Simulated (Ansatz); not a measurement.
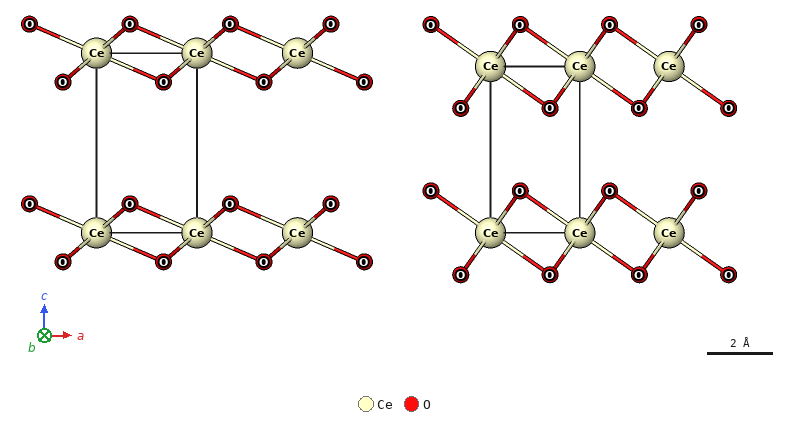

Two geometries of solid CeO2 (built on the CdI2 type), drawn at one scale. One is the start of a relaxation, the other its converged end. Style: ball-and-stick. Shown: the cell of the calculation, repeated 2 × 1 × 1 with one cell outlined, along the b axis.

All numbers below come from DFT PBE, scalar-relativistic, plane waves, PAW in Ansatz. Settings: plane-wave cutoff 420 eV; k-point mesh 12 × 12 × 8; occupations gaussian; smearing width 0.05 eV; no spin polarisation; cell and atoms relaxed; force threshold 0.01 eV/Å; at most 60 steps.

### Which geometry has the lower energy?

The left one is the relaxed one. The largest moves relative to the cell, 0.51 Å, are those of O atoms. Ce stays in place. The drawn cell changes as follows: a = b 3.215 → 3.616 Å (+12.5 %), c 5.186 → 5.601 Å (+8.0 %); the volume changes by +36.7 %. Some distances before and after: Ce–Ce 3.215 → 3.616 Å, Ce–O 2.270 → 2.275 Å. Bond angles that change, for instance: O–Ce–O 90.2° → 105.3°, O–Ce–O 89.8° → 74.7°, Ce–O–Ce 90.2° → 105.3°. The space group stays P-3m1 (No. 164). After 19 accepted moves (28 points after the start) the energy has fallen by 695 meV per atom. Largest force component: 2.2 eV/Å at the start, under 0.0001 eV/Å at the end. The pressure goes from 15.43 to 0.02 GPa. The SCF was repeated 9 times at an unchanged geometry on a basis and grid sized afresh for the cell, which shifted the energy by 39.2 meV per atom at most.

Limits of the set-up: layers or molecules are held without a dispersion correction, so their spacing is unreliable; 4f states are treated without a Hubbard U.
